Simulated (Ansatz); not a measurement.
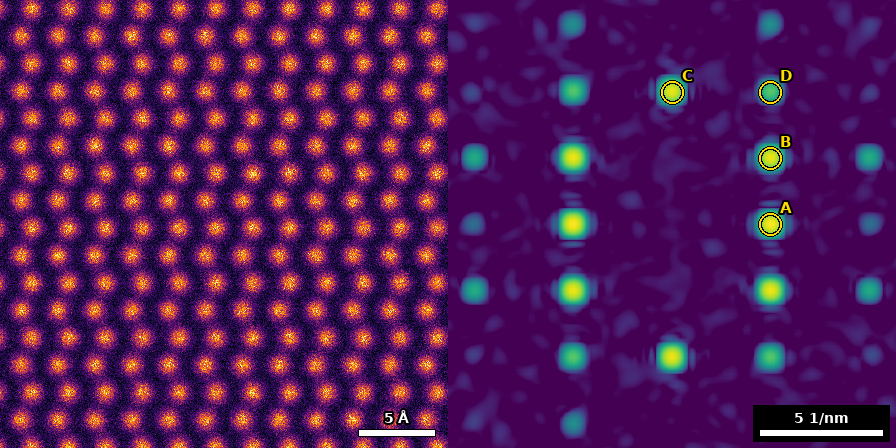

iDPC-like image of Pt (Cmcm, No. 63) along [110]. Simulated as the projected potential of neutral atoms (B = 0.5 Å²) blurred by a 0.90 Å probe, the thin-sample limit of integrated differential phase contrast. Shot noise was added. Structure: the geometry given to an electronic-structure calculation, possibly off equilibrium; the starting structure was generated, so it need not be a known form of this composition.

The right panel is the modulus of the image's Fourier transform on a logarithmic scale.

a = 2.673 Å, b = 6.410 Å, c = 3.671 Å, α = 90.00°, β = 90.00°, γ = 90.00°

> Index the marked spots and give their plane spacings (the zone axis points at the viewer; indices equivalent by symmetry, or all signs reversed, are as good).

A: (1 -1 0), d = 2.47 Å; B: (1 -1 -1), d = 2.05 Å; C: (0 0 -2), d = 1.84 Å; D: (1 -1 -2), d = 1.47 Å. A and B enclose 34°, and every spot obeys the zone law hu + kv + lw = 0 for [110].
